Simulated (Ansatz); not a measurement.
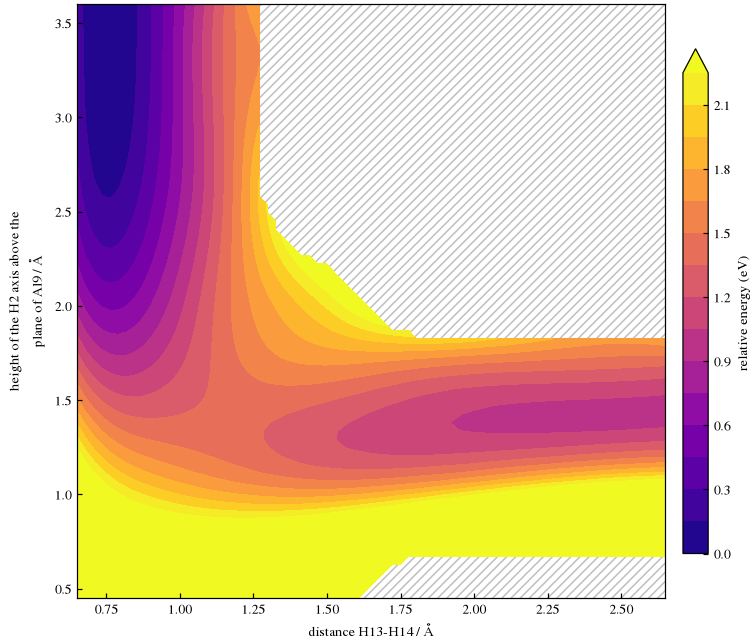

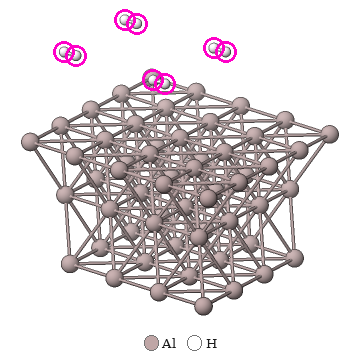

Energy landscape of H₂ on an Al(111) slab cut from the Fm-3m phase, its upper half relaxed before the scan (12 atoms of substrate and one adsorbate in a 2 × 2 cell). H2 lies flat over one site of a rigid substrate while its bond length and height are varied; it sits over a hollow site, heights counted from the top plane, its axis along the first surface vector. First axis: distance H13-H14. Second axis: height of the H2 axis above the plane of Al9. The grid has 8 × 9 points. At 18 points there is no value (left out: too close to the surface, or the stretched molecule far from it). Points are written as (first, second). Energies: eV, counted from the lowest grid point. These are results of DFT PBE, scalar-relativistic, plane waves, PAW (Ansatz 0.2.0), not measurements. Settings: cutoff 420 eV, k-mesh 6×6×1, gaussian smearing 0.1 eV, no spin polarisation.

In the figure: filled contours, one colour for all values above the top of the scale, hatched blanks where no value was computed. Between grid points the surface is interpolated. The second picture is the structure at the lowest point; rings mark the moved atoms.

Describe this landscape.

The lowest grid point is at (0.750 Å, 3.60 Å). It lies at the edge of the scanned range, so the true minimum may lie outside. The highest grid point, (2.650 Å, 0.77 Å), lies 7.00 eV above the lowest. On the interpolated surface the lowest path from the intact molecule far from the surface, (0.750 Å, 3.60 Å), to the stretched end of the scan, about (2.51 Å, 1.43 Å), has its top at (1.181 Å, 1.41 Å), about 1.4 eV above the start and 0.4 eV above the end.

Grid values (eV):

```
second ↓, first →  0.650  0.750  0.919  1.181  1.495  1.849  2.235  2.650
             3.60   0.22   0.00   0.35   1.48      –      –      –      –
             3.00   0.26   0.04   0.38   1.48      –      –      –      –
             2.60   0.36   0.14   0.46   1.50      –      –      –      –
             2.05   0.78   0.52   0.76   1.52   2.19      –      –      –
             1.73   1.24   0.93   1.02   1.47   1.72   1.67   1.55   1.48
             1.41   1.87   1.47   1.34   1.39   1.26   1.08   1.00   0.99
             1.09   2.65   2.15   1.82   1.60   1.46   1.54   1.86   2.16
             0.77   3.69   3.15   2.80   2.74   3.15   4.23   5.78   7.00
             0.45   4.99   4.54   4.39   4.92   6.57      –      –      –
```

Each point was launched as `ansatz run input.yaml --threads 1 --pin off --max-ram 3072MiB --backend cpu --events-out ev --progress --plain --runs-dir out`. Time for the 54 points that were run: 13 min on 1 thread of Intel(R) Xeon(R) 6975P-C (Granite Rapids) (shared host).
